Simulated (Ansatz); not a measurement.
Consider Hf3Si2.

Input

```
crystal:
  lattice:
    - [0.0, -6.9764609882, 0.0]
    - [0.0, 0.0, -3.6070281195]
    - [15.9529219763, 0.0, 0.0]
  atoms:
    - { symbol: Hf, position: [0.1738642686, 0.5, 0.8413357776] }
    - { symbol: Hf, position: [0.1738642686, 0.5, 0.4040202189] }
    - { symbol: Hf, position: [0.6738642686, 0.5, 0.0332953399] }
    - { symbol: Hf, position: [0.6738642686, 0.5, 0.4706108987] }
    - { symbol: Hf, position: [0.8261357314, 0.5, 0.6892686781] }
    - { symbol: Hf, position: [0.8261357314, 0.5, 0.2519531193] }
    - { symbol: Hf, position: [0.3261357314, 0.5, 0.6226779982] }
    - { symbol: Hf, position: [0.3261357314, 0.5, 0.1853624395] }
    - { symbol: Hf, position: [0.5, 0.0, 0.7653022279] }
    - { symbol: Hf, position: [0.5, 0.0, 0.3279866691] }
    - { symbol: Hf, position: [0.0, 1.0, 0.1093288897] }
    - { symbol: Hf, position: [0.0, 1.0, 0.5466444485] }
    - { symbol: Si, position: [0.8761882242, 0.0, 0.8194470438] }
    - { symbol: Si, position: [0.8761882242, 0.0, 0.382131485] }
    - { symbol: Si, position: [0.3761882242, 0.0, 0.0551840738] }
    - { symbol: Si, position: [0.3761882242, 0.0, 0.4924996326] }
    - { symbol: Si, position: [0.6238117758, 0.0, 0.6007892644] }
    - { symbol: Si, position: [0.6238117758, 0.0, 0.1634737056] }
    - { symbol: Si, position: [0.1238117758, 1.0, 0.7111574119] }
    - { symbol: Si, position: [0.1238117758, 1.0, 0.2738418532] }
basis:
  ecutwfc: 420
kpoints:
  mp_grid: { grid: [6, 11, 3] }
hamiltonian:
  xc: pbesol
scf:
  occupations: { method: gaussian, width: 0.15 }
output:
  forces: true
  stress: true
  eigenvalues: true
  write_density: true
  write_potential: true
  elf: true
  volumetric_format: npy
```

Command:

```sh
ansatz run input.yaml --threads 2 --pin off --max-ram 5120MiB --backend cpu --events-out ev --progress --plain --runs-dir out
```

Below, planes, directions and counts refer to the conventional cell (a = 3.61 Å, b = 15.95 Å, c = 6.98 Å, α = 90.00°, β = 90.00°, γ = 90.00°).

Space group Pmc2₁; a structure from a database of computed crystals, not necessarily the ambient phase; not relaxed (largest force 0.6 eV/Å); computed pressure about −3 GPa in this cell.

Level of theory: DFT PBEsol, scalar-relativistic, plane waves, PAW (Ansatz).

**Predict the valence pseudo-density and electron localisation function between the atoms.**

Hf–Si (2.76 Å): the density is about 0.29 e/Å³ at the midpoint; the ELF peaks at about 0.70 in the valence shell of Si, 0.9 Å from its nucleus, and is about 0.30 at the midpoint.

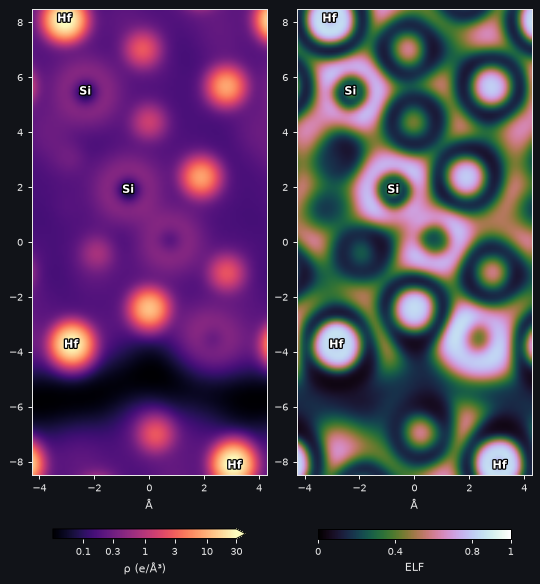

Computed valence pseudo-density and electron localisation function on the (111) plane of the conventional cell, in this order. Atoms just off the plane (Hf, 0.5 Å away and Si, 0.4 Å away) can leave unmarked features too.

In a PAW calculation such maps are meaningful between the atoms, not at the nuclei.
